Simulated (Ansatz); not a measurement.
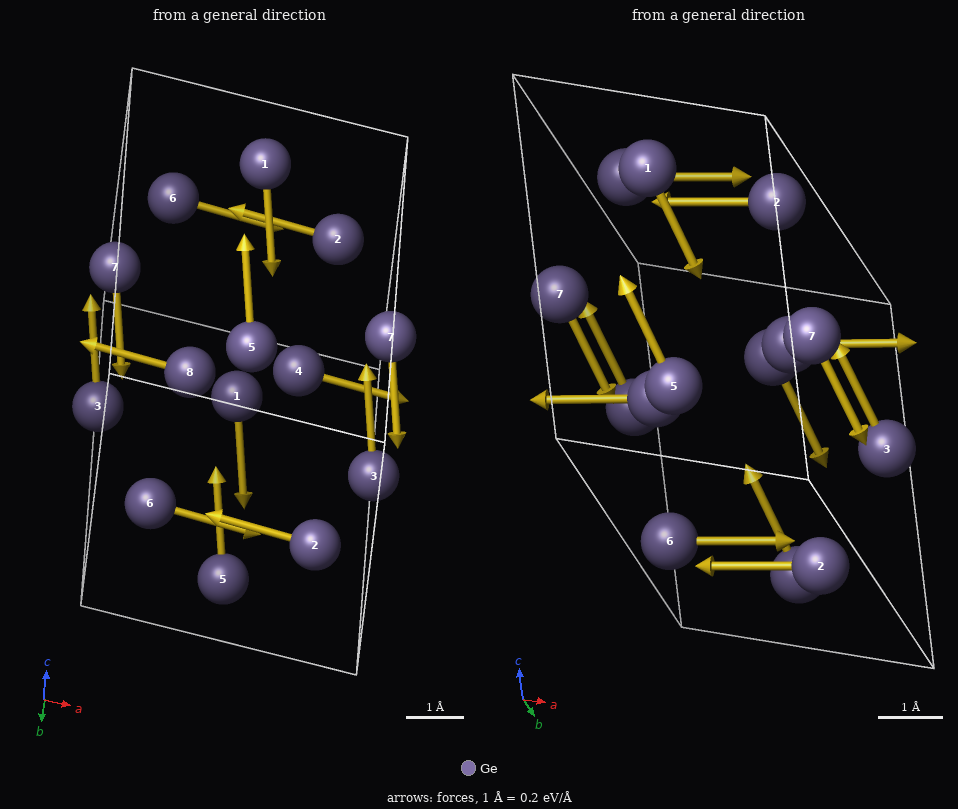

A spheres-only rendering, viewed from two general directions. The simulation cell is drawn as a box. The arrows are the computed forces on the atoms.

System: Ge. Level of theory: DFT r2SCAN, scalar-relativistic, plane waves, PAW (Ansatz 0.2.0). Settings were a basis cut at 500 eV, k-grid 8×8×8, Gaussian smearing of 0.15 eV, no spin polarisation.

### Is the structure at rest?

No. The atoms still feel forces of up to about 0.32 eV/Å, far above a usual threshold of 0.01 to 0.03 eV/Å.

The structure comes from a structure listed in the Materials Project. The cell was then strained or its atoms displaced on purpose. Ansatz was used for an electronic-structure calculation on it.
